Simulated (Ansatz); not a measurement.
## Energy of Al along a shift of atoms along one path

System: Al (I4mm, 8 atoms in the cell).
Method: DFT PBE, scalar-relativistic, plane waves, PAW, no spin polarisation (Ansatz 0.2.0).

The 5 runs differ only in the geometry, by a shift of atoms along one path in a fixed cell. The shift s is measured from run 3: Al1 moves along the Cartesian direction (1.00, 0.00, 0.00). The structure derives from a Materials Project entry.

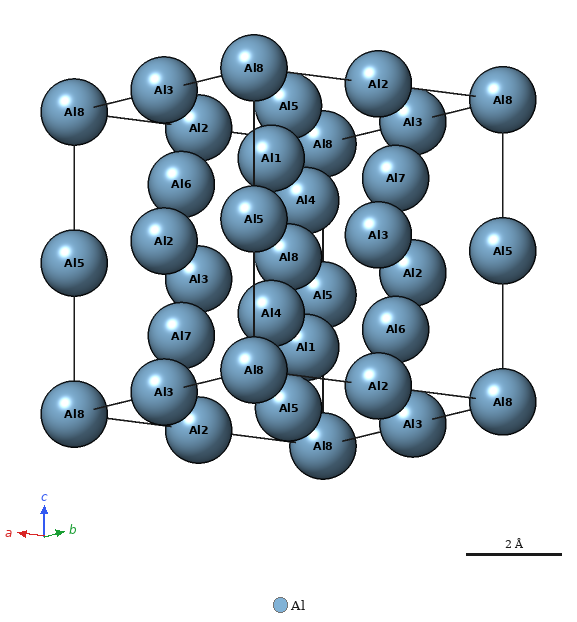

Figure 1. The structure of run 3 (spheres-only view of the cell 2 times as large as that of the calculation, set on its symmetry axes, seen at an oblique angle; atoms are numbered from 1 in the order of the input).

**Input of run 3**
```yaml
crystal:
  lattice:
    - [-3.2350204435, -3.2350204435, 3.2350204435]
    - [-3.2350204435, 3.2350204435, -3.2350204435]
    - [3.2350204435, -3.2350204435, -3.2350204435]
  atoms:
    - { symbol: Al, position: [0.5139102676, 0.5139102676, 0.5] }
    - { symbol: Al, position: [0.0, 0.5, 0.5] }
    - { symbol: Al, position: [0.5, 0.0, 0.5] }
    - { symbol: Al, position: [0.0, 0.0, 0.5] }
    - { symbol: Al, position: [0.5, 0.5, 0.0] }
    - { symbol: Al, position: [0.0, 0.5, 0.0] }
    - { symbol: Al, position: [0.5, 0.0, 0.0] }
    - { symbol: Al, position: [0.0, 0.0, 0.0] }
basis:
  ecutwfc: 420
kpoints:
  mp_grid: { grid: [14, 14, 14] }
hamiltonian:
  xc: pbe
scf:
  occupations: { method: gaussian, width: 0.15 }
output:
  forces: true
  stress: true
  eigenvalues: true
```

Command:
```bash
ansatz run input.yaml --threads 1 --pin off --max-ram 2560MiB --backend cpu --events-out ev --progress --plain --runs-dir out
```

Run 2 differs from it as follows:
```diff
-    - { symbol: Al, position: [0.5139102676, 0.5139102676, 0.5] }
+    - { symbol: Al, position: [0.5417308027, 0.5417308027, 0.5] }
```

**Results, with one run withheld**

```tsv
run	shift s of Al1 (Å)	free energy per atom, from the lowest run given (meV)	pressure (GPa)	force along the path (eV/Å)
1	−0.3600	48.92	1.64	1.849
2	−0.1800	?	?	?
3	0.0000	0.00	0.05	0.356
4	0.2700	6.02	0.24	−0.715
5	0.4500	30.35	1.04	−1.456
```

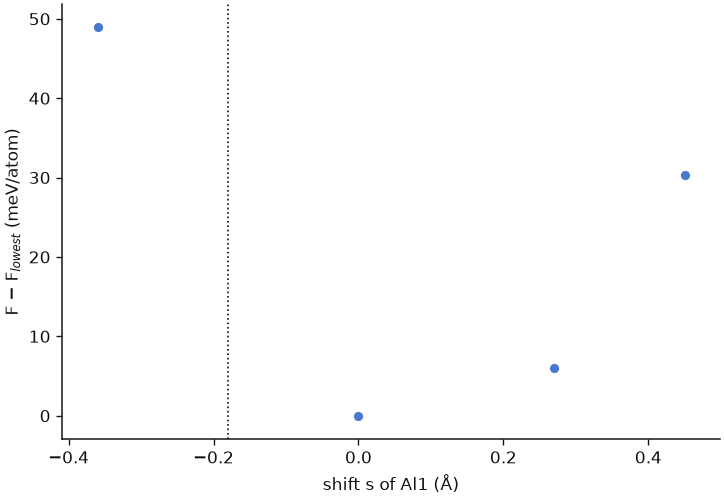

Figure 2. Free energy per atom of the runs given; the dotted line marks run 2.

What should run 2 give?

A quadratic polynomial in the coordinate, fitted to the 4 runs given, misses them by at most 0.01 meV per atom. With x = s − 0.0900, it reads F = −2.0589 − 0.3307 x + 251.01 x² (meV per atom). At run 2 it gives 16.33 meV per atom, and the run itself gives 16.10. The slope of the fit gives a force −dF/ds of 1.087 eV/Å along the path (summed over the atoms that move), and the printed forces give 1.080 eV/Å. The fit has its minimum at s = 0.0907 Å.

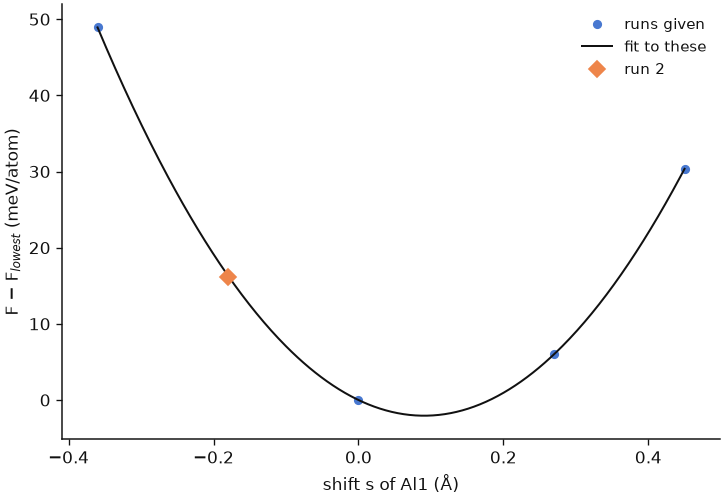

Figure 3. The fit and the withheld run.

**Output, shortened to warnings, some set-up lines, iterations and results (run 2)**
```
Basis set: ecut = 420 eV, 2659 PW (Γ), exchange–correlation on 80×80×80 points (8 copies of the dense FFT grid, shifted against one another)
Symmetry: 8 space group operations
k-points: 244 of 2744 (time reversal used)
Initial density: superposition of atomic densities (neutral atoms: chi_scale 0, normalization atom), corrected by the library's trained network
[...]
SCF iter   1: F=—  HF=-4299.131589 eV  |F-HF|=—  |Δ(HF+E_count)|=         —  Δρ=8.05e-4  dr2=1.22e-3  ethr=1.77e-3  ⟨swp⟩=7.5  Hψ=29532  notcnv=0  defer=1
SCF iter   2: F=—  HF=-4299.131841 eV  |F-HF|=—  |Δ(HF+E_count)|=   2.52e-4  Δρ=5.03e-4  dr2=4.29e-4  ethr=5.08e-6  ⟨swp⟩=2.0  Hψ=8242  notcnv=0  defer=1
SCF iter   3: F=—  HF=-4299.131777 eV  |F-HF|=—  |Δ(HF+E_count)|=   6.35e-5  Δρ=4.56e-5  dr2=3.21e-6  ethr=1.79e-6  ⟨swp⟩=2.2  Hψ=7169  notcnv=0  defer=1
SCF iter   4: F=—  HF=-4299.131829 eV  |F-HF|=—  |Δ(HF+E_count)|=   5.12e-5  Δρ=1.34e-5  dr2=2.56e-7  ethr=1.34e-8  ⟨swp⟩=1.6  Hψ=5866  notcnv=0  defer=1
SCF iter   5: F=-4299.131828 eV  HF=-4299.131828 eV  |F-HF|=4.70e-9  |Δ(HF+E_count)|=   1.01e-7  Δρ=1.98e-6  dr2=7.34e-9  ethr=1.07e-9  ⟨swp⟩=1.2  Hψ=4953  notcnv=0  defer=1
SCF iter   6: F=-4299.131828 eV  HF=-4299.131828 eV  |F-HF|=6.73e-11  |Δ(HF+E_count)|=   2.80e-9  Δρ=2.31e-7  dr2=1.10e-10  ethr=3.06e-11  ⟨swp⟩=5.4  Hψ=19765  notcnv=0
SCF 1 converged in 6 iterations: F = -4299.131828 eV  dr2 = 1.10e-10
SCF converged after 6 iterations
Free energy (F): -4299.131828 eV
Harris-Foulkes:  -4299.131828 eV  (|F-HF|=6.73e-11)
Internal energy: -4299.092968 eV  (E = F + TS)
E sigma→0 (E₀):  -4299.112398 eV
Entropy (-TS):   -0.038861 eV (-4.858 meV/atom)
Fermi energy:    7.658769 eV
--- Per-component energies (eV) ---
  E_band       = 80.173892
  E_kinetic    = 179.004332
  E_local      = 74.177559  (includes V_loc(G=0)·N_el)
  E_nonlocal   = 83.983948
  E_hartree    = 1.086172
  E_xc         = -316.654388
  E_vxc        = -229.953755  (∫ρ·V_xc dr)
  E_paw        = -3738.548317  (= ΣΔE_a)
  E_vpaw       = -29.210525  (= ΣTr[D̂ρ^β])
  E_aug_tail   = -0.000016  (compensation charges beyond the density's cutoff)
  E_ewald      = -582.142258
  E_smearing   = -0.038861  (= −TS)
  E_closure    = 0.000000  (closes the sum)
  Σ components = -4299.131828   (vs F -4299.131828, Δ=0.00e0)
--- Forces (eV/Å), atoms counted from 1 ---
  atom   1  Al     1.07977730     0.00000000     0.00000000
  atom   2  Al    -0.23899522    -0.36161359     0.36161359
  atom   3  Al    -0.23899522     0.36161359    -0.36161359
  atom   4  Al    -0.08062596     0.00000000    -0.00000000
  atom   5  Al    -0.23899522     0.36161359     0.36161359
  atom   6  Al    -0.02158549    -0.00000000     0.00000000
  atom   7  Al    -0.02158549     0.00000000     0.00000000
  atom   8  Al    -0.23899522    -0.36161359    -0.36161359
  max |Σ_I F_I| component: 5.44e-7 eV/Å
--- Stress (GPa, compression-positive) ---
        0.233043       0.000000       0.000000
       -0.000000       0.748991       0.000000
        0.000000       0.000000       0.748991
  P = ⅓ Tr σ = 0.5770 GPa (5.770 kbar)
```
